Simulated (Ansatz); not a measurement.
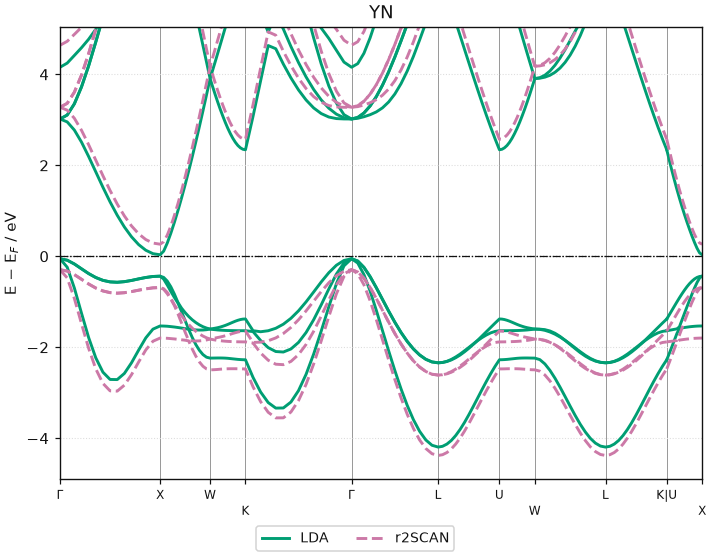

Band structures of rocksalt YN, space group Fm-3m, 2 atoms in the primitive cell (cubic a = 4.877 Å), by two methods on the same cell. Each is counted from its own Fermi level.

Q: How do the methods compare?

A: LDA gives a gap of 0.09 eV along the path and r2SCAN gives a gap of 0.56 eV along the path. Over the top 3 filled bands the two differ by 0.24 eV on average.

Settings. LDA: Ansatz PAW, no spin polarisation, no spin-orbit coupling, 9×9×9 k mesh, 420 eV cutoff, Fermi-Dirac smearing of 0.05 eV (Ansatz). r2SCAN: Ansatz PAW, no spin polarisation, no spin-orbit coupling, 9×9×9 k mesh, 500 eV cutoff, Fermi-Dirac smearing of 0.05 eV (Ansatz 0.2.0).

The cell is at −6 GPa in LDA and 2 GPa in r2SCAN. The PAW data sets were made with another functional. LDA, GGA and most meta-GGA functionals understate gaps.
